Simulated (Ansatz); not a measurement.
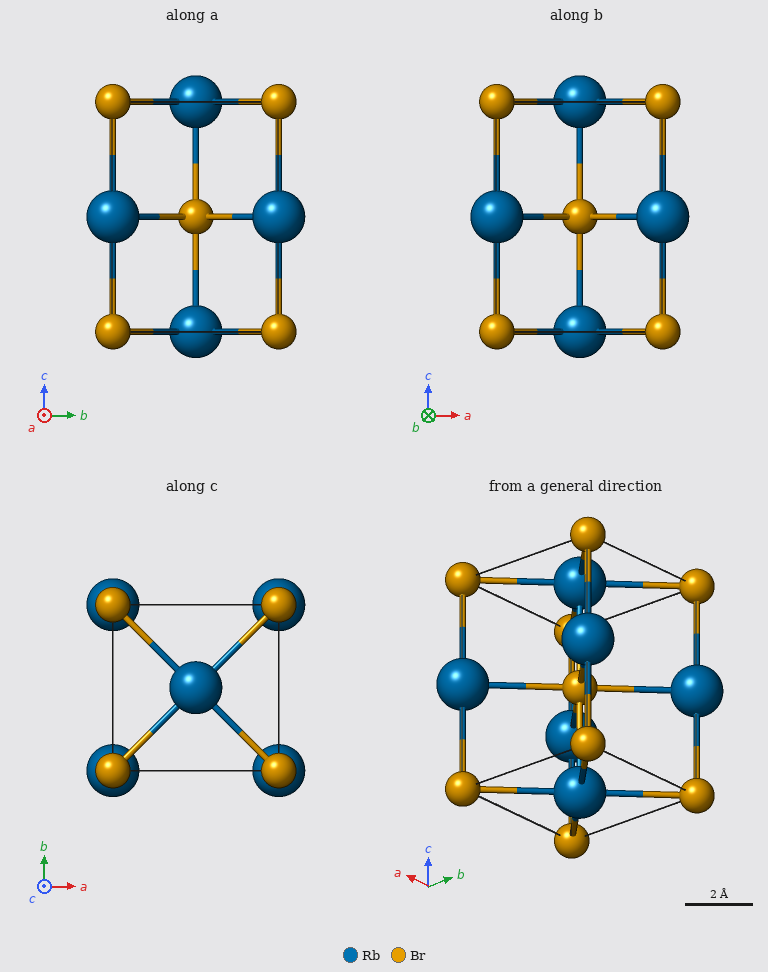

Drawn in the ball-and-stick manner and seen along the a axis, along the b axis, along the c axis and from a general direction. The lines enclose the conventional unit cell; boundary atoms appear with their images.

What composition does the cell have?

Answer. RbBr. The cell holds 2 Rb, 2 Br, counting shared atoms by their share.

What kind of lattice is this?

Answer. Body-centred tetragonal.

What space-group symmetry does the structure have?

Answer. I4/mmm (No. 139), with Rb on 2b and Br on 2a.

What lies around Br?

Answer. Six Rb in an octahedral arrangement at about 3.4 to 3.5 Å.

The model was built from a structure type known for this compound. The cell was then strained or its atoms displaced on purpose. It went into a calculation with Ansatz.
